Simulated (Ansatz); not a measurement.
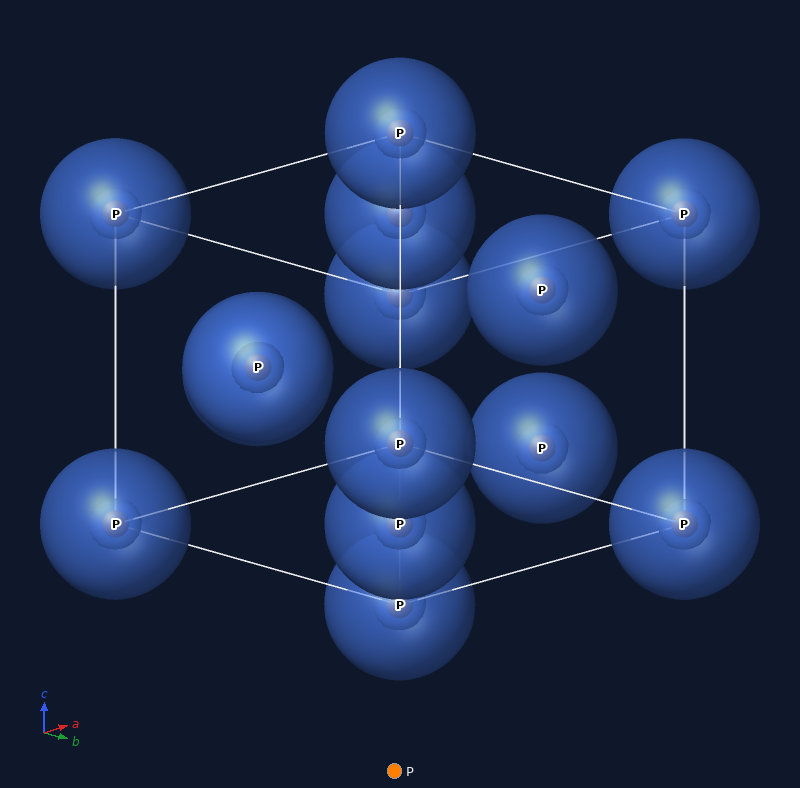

The picture shows: P. Isosurface of the ELF at 0.7 (blue), seen at an oblique angle. Only the valence region is drawn (cores and ρ < 0.01 e/Å³ removed).

Space group P4/nmm; a structure from a database of computed crystals, not necessarily the ambient phase; spin-polarised.

Computed with DFT PBEsol, scalar-relativistic, plane waves, PAW (Ansatz).

In a PAW calculation such maps are meaningful between the atoms, not at the nuclei.

Q: Describe the localisation domains.

A: At this value the surface marks out four regions wrapped around P (the valence shell of each), counted in one cell of 4 atoms. Any copies at cell faces, edges or corners count once. Profiles from the grid:

Q: How are the moments arranged in this solution?

A: Parallel moments (a ferromagnetic arrangement) in this solution; site moments P: +2.9 μB (×4) in one cell of 4 atoms.

Q: Does the calculation give a band gap?

A: It is gapped, with a Kohn–Sham gap of 2.2 eV on the k-point mesh, an upper bound to the gap of this method.
